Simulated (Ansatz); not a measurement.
# What a change does: geometry relaxation on ZrC

System: ZrC (Fm-3m, 2 atoms in the cell).
Method of run 1: Kohn-Sham DFT of a periodic cell, PBE, Ansatz PAW, no spin polarisation (Ansatz 0.2.0).

The structure derives from an entry of the Crystallography Open Database. Text and figures count atoms from 1; the logs count them from 0 in places.

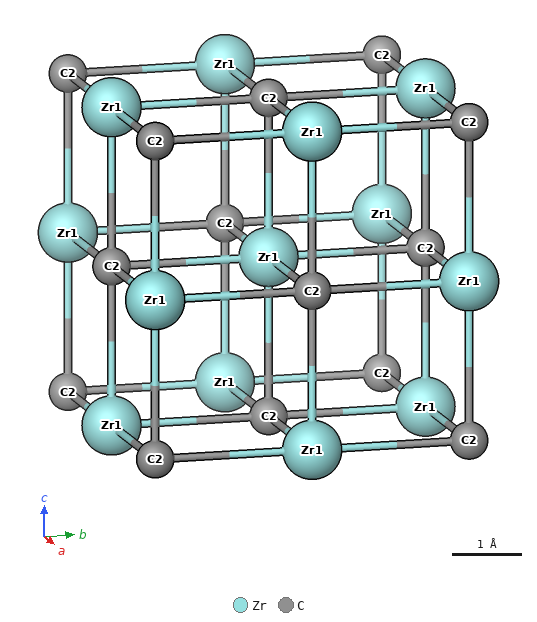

Fig. 1: The structure as given in the input (ball-and-stick view of the cell 4 times as large as that of the calculation, set on its symmetry axes, seen slightly off an axis; atoms are numbered from 1 in the order of the input). Near neighbours in the crystal (not all of them lie inside the picture): Zr has 6 C at 2.37 Å; C has 6 Zr at 2.37 Å.

**The input, run 1**
```yaml
crystal:
  lattice:
    - [0.0, 2.365, 2.365]
    - [2.365, 0.0, 2.365]
    - [2.365, 2.365, 0.0]
  atoms:
    - { symbol: Zr, position: [0.5, 0.5, 0.5] }
    - { symbol: C, position: [0.0, 0.0, 0.0] }
hamiltonian:
  xc: pbe
  pseudopotentials: { kind: paw }
kpoints:
  mp_grid: { grid: [10, 10, 10] }
scf:
  occupations: { method: fermi_dirac, width: 0.05 }
output:
  forces: true
  stress: true
  write_density: true
  write_potential: true
  elf: true
  volumetric_format: npy
relax:
  f_tol: 0.01
  max_steps: 40
  cell: { stress_tol: 0.05 }
```

Command:
```bash
ansatz run input.yaml --threads 2 --pin off --max-ram 5120MiB --backend cpu --events-out ev --progress --plain --runs-dir out
```

Hardware: 2 threads of Arm Neoverse V2, 24 GiB of memory available, shared host.

**Output, shortened to warnings, some set-up lines, iterations and results (run 1)**
```
Basis set: ecut = 420 eV, 531 PW (Γ), exchange–correlation on 48×48×48 points (8 copies of the dense FFT grid, shifted against one another)
Symmetry: 48 space group operations
k-points: 47 of 1000
Initial density: superposition of atomic densities (neutral atoms: chi_scale 0, normalization atom), corrected by the library's trained network
[...]
SCF iter   1: F=—  HF=-4436.491973 eV  |F-HF|=—  |Δ(HF+E_count)|=         —  Δρ=1.60e-3  dr2=7.19e-4  ethr=1.77e-3  ⟨swp⟩=5.0  Hψ=2836  notcnv=0
SCF iter   2: F=—  HF=-4436.491537 eV  |F-HF|=—  |Δ(HF+E_count)|=   4.35e-4  Δρ=9.40e-4  dr2=2.74e-4  ethr=4.49e-6  ⟨swp⟩=2.5  Hψ=1220  notcnv=0
SCF iter   3: F=—  HF=-4436.491509 eV  |F-HF|=—  |Δ(HF+E_count)|=   2.79e-5  Δρ=2.66e-4  dr2=1.59e-5  ethr=1.72e-6  ⟨swp⟩=2.0  Hψ=716  notcnv=0
SCF iter   4: F=—  HF=-4436.491503 eV  |F-HF|=—  |Δ(HF+E_count)|=   6.52e-6  Δρ=8.37e-5  dr2=1.51e-6  ethr=9.96e-8  ⟨swp⟩=2.2  Hψ=916  notcnv=0
SCF iter   5: F=-4436.491502 eV  HF=-4436.491502 eV  |F-HF|=3.30e-10  |Δ(HF+E_count)|=   4.62e-7  Δρ=1.04e-5  dr2=1.48e-8  ethr=9.46e-9  ⟨swp⟩=2.0  Hψ=927  notcnv=0
[... 33 lines ...]
SCF iter   6: F=-4436.494818 eV  HF=-4436.494818 eV  |F-HF|=1.82e-12  |Δ(HF+E_count)|=  9.09e-13  Δρ=2.46e-9  dr2=7.13e-16  ethr=1.00e-12  ⟨swp⟩=1.0  Hψ=564  notcnv=0
SCF iter   7: F=-4436.494818 eV  HF=-4436.494818 eV  |F-HF|=1.82e-12  |Δ(HF+E_count)|=    0.00e0  Δρ=1.05e-9  dr2=3.07e-16  ethr=1.00e-12  ⟨swp⟩=1.0  Hψ=564  notcnv=0
SCF iter   8: F=-4436.494818 eV  HF=-4436.494818 eV  |F-HF|=1.82e-12  |Δ(HF+E_count)|=  1.82e-12  Δρ=1.72e-10  dr2=4.15e-18  ethr=1.00e-12  ⟨swp⟩=2.0  Hψ=1608  notcnv=0
SCF 5 converged in 8 iterations: F = -4436.494818 eV  dr2 = 4.15e-18
relax step   5: F+E_penalty+E_count = -4436.49481846 eV  Δ(F+E_penalty+E_count) = +3.749e-4 eV  max|allowed force component| = 1.167e-29 eV/Å  Δτ_max = 0.0000 Å  P = -0.024 …
basis re-selected at this cell: Δ(F+E_penalty+E_count) = +3.749e-4 eV, ΔP = -0.023 GPa vs the last step (what re-selecting the basis moved, of the pressure what is left beyond the Pulay correction that the steps carried, after the strain that the cell walked since its last selection, with what the …
SCF converged after 8 iterations
Free energy (F): -4436.494818 eV
Harris-Foulkes:  -4436.494818 eV  (|F-HF|=1.82e-12)
Internal energy: -4436.492300 eV  (E = F + TS)
E sigma→0 (E₀):  -4436.493559 eV
Entropy (-TS):   -0.002518 eV (-1.259 meV/atom)
Fermi energy:    14.783977 eV
--- Per-component energies (eV) ---
  E_band       = -50.269874
  E_kinetic    = 422.205224
  E_local      = -597.538482  (includes V_loc(G=0)·N_el)
  E_nonlocal   = 104.380762
  E_hartree    = 179.362484
  E_xc         = -211.332345
  E_vxc        = -252.641914  (∫ρ·V_xc dr)
  E_paw        = -3051.987188  (= ΣΔE_a)
  E_vpaw       = -85.400466  (= ΣTr[D̂ρ^β])
  E_aug_tail   = 0.000034  (compensation charges beyond the density's cutoff)
  E_ewald      = -1281.582790
  E_smearing   = -0.002518  (= −TS)
  E_closure    = 0.000000  (closes the sum)
  Σ components = -4436.494818   (vs F -4436.494818, Δ=0.00e0)
--- Forces (eV/Å), atoms counted from 1 ---
  atom   1  Zr     0.00000000    -0.00000000    -0.00000000
  atom   2  C     -0.00000000     0.00000000     0.00000000
  max |Σ_I F_I| component: 2.29e-29 eV/Å
--- Stress (GPa, compression-positive) ---
       -0.024348      -0.000000      -0.000000
       -0.000000      -0.024348      -0.000000
       -0.000000      -0.000000      -0.024348
  P = ⅓ Tr σ = -0.0243 GPa (-0.243 kbar)
--- Relaxed structure (4 steps of the walk, 4 accepted, 1 SCFs on fresh bases) ---
  F+E_penalty+E_count = -4436.49481846 eV   max|allowed force component| = 1.167e-29 eV/Å   (the final SCF, on the basis selected at the relaxed cell)
  cell:  # Å, volume = 26.1034 Å³
    - [-1.2738430082238982e-34, 2.354446372343257, 2.354446372343257]
    - [2.354446372343257, -1.019074406579118e-33, 2.354446372343257]
    - [2.354446372343257, 2.354446372343257, 1.6050421903621107e-33]
  atoms:
    - { symbol: Zr, position: [0.5, 0.5, 0.5] }
    - { symbol: C, position: [7.422430855087194e-36, -6.362083590074937e-36, -1.314830608615697e-35] }
```

For run 2 the input was changed thus:
```diff
-  xc: pbe
+  xc: blyp
+  dispersion: d4
```

How does run 2 compare with run 1?

The total energies belong to different models, so their difference says nothing on which is more stable or more accurate. The volume per atom goes from 13.05 to 13.10 Å³. The functional changes from PBE to BLYP. The SCF takes 41 iterations over all geometry steps against 33. On the same kind of shared host run 2 took about 1.5 times as long.

**Output, shortened to warnings, some set-up lines, iterations and results (run 2)**
```
Basis set: ecut = 420 eV, 531 PW (Γ), exchange–correlation on 48×48×48 points (8 copies of the dense FFT grid, shifted against one another)
Symmetry: 48 space group operations
k-points: 47 of 1000
Initial density: superposition of atomic densities (neutral atoms: chi_scale 0, normalization atom), corrected by the library's trained network
[...]
SCF iter   1: F=—  HF=-4450.953310 eV  |F-HF|=—  |Δ(HF+E_count)|=         —  Δρ=2.48e-2  dr2=2.03e-1  ethr=1.77e-3  ⟨swp⟩=5.0  Hψ=2836  notcnv=0
SCF iter   2: F=—  HF=-4450.909936 eV  |F-HF|=—  |Δ(HF+E_count)|=   4.34e-2  Δρ=6.03e-3  dr2=1.33e-2  ethr=1.27e-3  ⟨swp⟩=2.0  Hψ=1085  notcnv=0
SCF iter   3: F=—  HF=-4450.907164 eV  |F-HF|=—  |Δ(HF+E_count)|=   2.77e-3  Δρ=7.21e-4  dr2=1.39e-4  ethr=8.29e-5  ⟨swp⟩=2.0  Hψ=823  notcnv=0
SCF iter   4: F=—  HF=-4450.907165 eV  |F-HF|=—  |Δ(HF+E_count)|=   1.02e-6  Δρ=1.13e-4  dr2=1.14e-6  ethr=8.67e-7  ⟨swp⟩=2.5  Hψ=869  notcnv=0
SCF iter   5: F=—  HF=-4450.907173 eV  |F-HF|=—  |Δ(HF+E_count)|=   8.21e-6  Δρ=2.24e-5  dr2=1.30e-7  ethr=7.12e-9  ⟨swp⟩=2.0  Hψ=926  notcnv=0
[... 43 lines ...]
SCF iter   6: F=-4450.909007 eV  HF=-4450.909007 eV  |F-HF|=1.82e-12  |Δ(HF+E_count)|=  1.82e-12  Δρ=9.54e-8  dr2=2.64e-12  ethr=1.00e-12  ⟨swp⟩=1.0  Hψ=564  notcnv=0
SCF iter   7: F=-4450.909007 eV  HF=-4450.909007 eV  |F-HF|=9.09e-13  |Δ(HF+E_count)|=  9.09e-13  Δρ=7.43e-8  dr2=1.68e-12  ethr=1.00e-12  ⟨swp⟩=1.0  Hψ=564  notcnv=0
SCF iter   8: F=-4450.909007 eV  HF=-4450.909007 eV  |F-HF|=9.09e-13  |Δ(HF+E_count)|=    0.00e0  Δρ=1.21e-8  dr2=3.39e-14  ethr=1.00e-12  ⟨swp⟩=3.2  Hψ=2074  notcnv=0
SCF 6 converged in 8 iterations: F = -4450.909007 eV  dr2 = 3.39e-14
relax step   6: F+E_penalty+E_count = -4450.90900704 eV  Δ(F+E_penalty+E_count) = +0.000e0 eV  max|allowed force component| = 7.790e-30 eV/Å  Δτ_max = 0.0000 Å  P = -0.001 …
basis re-selected at this cell: Δ(F+E_penalty+E_count) = +0.000e0 eV, ΔP = -0.000 GPa vs the last step (what re-selecting the basis moved, of the pressure what is left beyond the Pulay correction that the steps carried, after the strain that the cell walked since its last selection, with what the …
SCF converged after 8 iterations
Free energy (F): -4450.909007 eV
Harris-Foulkes:  -4450.909007 eV  (|F-HF|=9.09e-13)
Internal energy: -4450.906524 eV  (E = F + TS)
E sigma→0 (E₀):  -4450.907766 eV
Entropy (-TS):   -0.002483 eV (-1.241 meV/atom)
Fermi energy:    15.216460 eV
--- Per-component energies (eV) ---
  E_band       = -44.423577
  E_kinetic    = 424.271843
  E_local      = -604.022711  (includes V_loc(G=0)·N_el)
  E_nonlocal   = 105.710418
  E_hartree    = 181.765806
  E_xc         = -208.016683
  E_vxc        = -248.038958  (∫ρ·V_xc dr)
  E_paw        = -3069.637526  (= ΣΔE_a)
  E_vpaw       = -85.875824  (= ΣTr[D̂ρ^β])
  E_aug_tail   = 0.000040  (compensation charges beyond the density's cutoff)
  E_ewald      = -1280.139763
  E_disp       = -0.920501  (pairwise vdW)
  E_core_change = 0.082552  (= ΣΔE_core)
  E_smearing   = -0.002483  (= −TS)
  E_closure    = -0.000000  (closes the sum)
  Σ components = -4450.909007   (vs F -4450.909007, Δ=0.00e0)
--- Forces (eV/Å), atoms counted from 1 ---
  atom   1  Zr     0.00000000    -0.00000000    -0.00000000
  atom   2  C     -0.00000000     0.00000000     0.00000000
  max |Σ_I F_I| component: 1.39e-29 eV/Å
--- Stress (GPa, compression-positive) ---
       -0.001142      -0.000000      -0.000000
       -0.000000      -0.001142      -0.000000
        0.000000      -0.000000      -0.001142
  P = ⅓ Tr σ = -0.0011 GPa (-0.011 kbar)
--- Relaxed structure (4 steps of the walk, 4 accepted, 2 SCFs on fresh bases) ---
  F+E_penalty+E_count = -4450.90900704 eV   max|allowed force component| = 7.790e-30 eV/Å   (the final SCF, on the basis selected at the relaxed cell)
  cell:  # Å, volume = 26.1917 Å³
    - [-1.7833802115134564e-33, 2.3571004015635997, 2.3571004015635997]
    - [2.3571004015635997, -7.133520846053826e-34, 2.3571004015635997]
    - [2.3571004015635997, 2.3571004015635997, -1.0700281269080738e-33]
  atoms:
    - { symbol: Zr, position: [0.5, 0.5, 0.5] }
    - { symbol: C, position: [-8.48277811932779e-37, -2.1206945301068223e-36, -7.21036140216235e-36] }
```

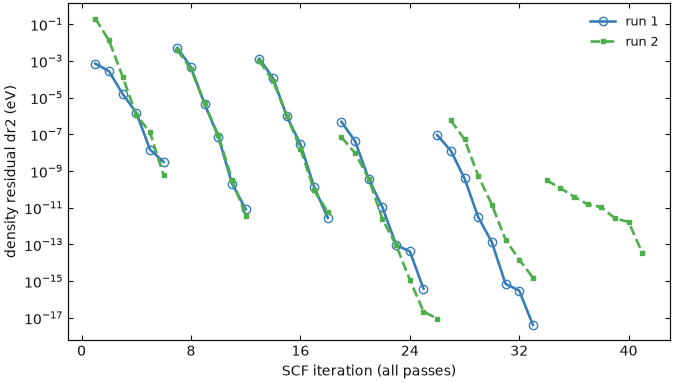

Fig. 2: Convergence of the two runs: density residual dr2 against the SCF iteration. A break in a curve parts two SCF passes. Run 1 takes 33 iterations in all, and run 2 takes 41.

**The two runs side by side**

| quantity | run 1 | run 2 |
| --- | --- | --- |
| outcome | converged | converged |
| free energy per atom (eV) | −2218.2474 | −2225.4545 |
| energy per atom, smearing taken to zero (eV) | −2218.2468 | −2225.4539 |
| gap on the mesh (eV) | 0.00 | 0.00 |
| pressure (GPa) | −0.02 | 0.00 |
| volume per atom (Å³) | 13.05 | 13.10 |
| largest force (eV/Å) | 0.000 | 0.000 |
| SCF iterations | 33 | 41 |
| irreducible k-points | 47 | 47 |
| wall time (shared host) | 2.6 s | 4 s |

For run 2: Points of doubt noted for this run: forces on files of another functional.
